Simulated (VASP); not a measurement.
```yaml
crystal:
  lattice:
    - [4.03211, 0.00000, 0.00000]
    - [-2.01605, 3.49191, 0.00000]
    - [0.00000, 0.00000, 16.74723]
  atoms:
    - { symbol: In, position: [0.33333, 0.66667, 0.16660] }
    - { symbol: In, position: [0.66667, 0.33333, 0.66660] }
    - { symbol: In, position: [0.33333, 0.66667, 0.33340] }
    - { symbol: In, position: [0.66667, 0.33333, 0.83340] }
    - { symbol: Se, position: [0.33333, 0.66667, 0.58966] }
    - { symbol: Se, position: [0.66667, 0.33333, 0.08966] }
    - { symbol: Se, position: [0.33333, 0.66667, 0.91034] }
    - { symbol: Se, position: [0.66667, 0.33333, 0.41034] }
```

Space group P6₃/mmc; a generated structure, not necessarily the stable one.

Computed with Kohn-Sham DFT of a periodic cell, PBE, VASP PAW PBE potentials, recommended in VASP 6.6.1.

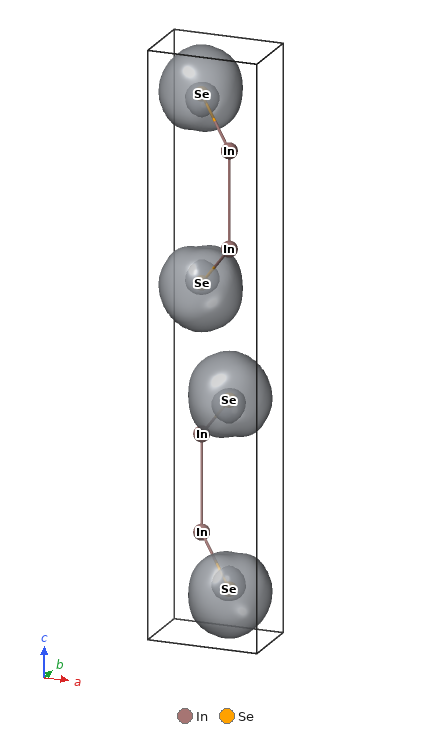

InSe. Isosurface of the electron localisation function at 0.75 (grey), seen slightly off an axis. Only the valence region is drawn (cores and ρ < 0.01 e/Å³ removed). Sticks mark near contacts.

Core electrons are frozen (PAW), and the valence fields are smoothed inside the atomic spheres.

What do the ELF domains correspond to?

Answer. The ELF exceeds this value in four regions wrapped around Se (the valence shell of each), counted in one cell of 8 atoms. Regions shared between cells count once. Along the contacts the grid gives the following. In–Se (2.66 Å): the ELF is about 0.50 at the midpoint and 0.30 at its lowest between the atoms. In–In (2.79 Å): the ELF reaches about 0.55 near the midpoint.
